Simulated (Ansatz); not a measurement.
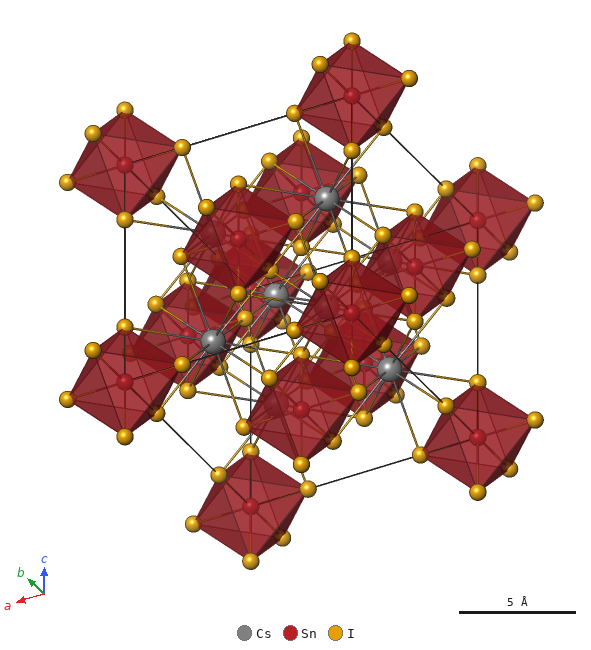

A polyhedral rendering, viewed from a general direction. One conventional unit cell is framed, with atoms on its boundary repeated. A few atoms beyond the faces are included.

Characterise what is shown.

- Formula: Cs2SnI6.
- Space group Fm-3m (No. 225), lattice face-centred cubic.
- Content of the cell: 8 Cs, 4 Sn, 24 I (Z = 4).
- The polyhedra are SnI6 octahedra; they share no atoms with one another.
- Cs is coordinated by twelve I in a cuboctahedral arrangement at about 4.0 Å. Sn is surrounded by six I in an octahedral arrangement at about 2.8 Å. Each I atom has four Cs and one Sn in a distorted square pyramidal arrangement (about 4.0 Å to Cs, 2.8 Å to Sn) around it.
- With all bonds counted the structure is a three-dimensional framework. Leaving out the bonds to Cs, what remains is separate SnI6 groups.

The starting point was a structure listed in the Materials Project. The geometry was optimised with DFT LDA, scalar-relativistic, plane waves, PAW (Ansatz).
